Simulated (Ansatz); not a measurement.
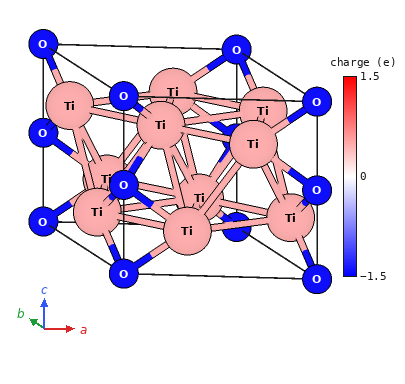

View slightly off an axis, drawn as a ball-and-stick model. One simulation cell is outlined, and atoms on its boundary appear in each equivalent place. The atoms of this Ti3O cell are coloured by their Bader charge.

Level of theory and settings: DFT PBEsol, scalar-relativistic, plane waves, PAW (Ansatz 0.2.0), plane-wave cutoff 420 eV, a 12×12×8 sampling of the Brillouin zone, Gaussian smearing of 0.1 eV, no spin polarisation.

Question: Who donates electrons here and who accepts them?

Answer: Most positive: Ti; most negative: O. Charges: about Ti +0.5 e; O -1.4 e.

The model was built from a structure listed in the Materials Project. Earlier steps of the study may have refined or changed the cell and positions. A calculation with Ansatz used it as input.
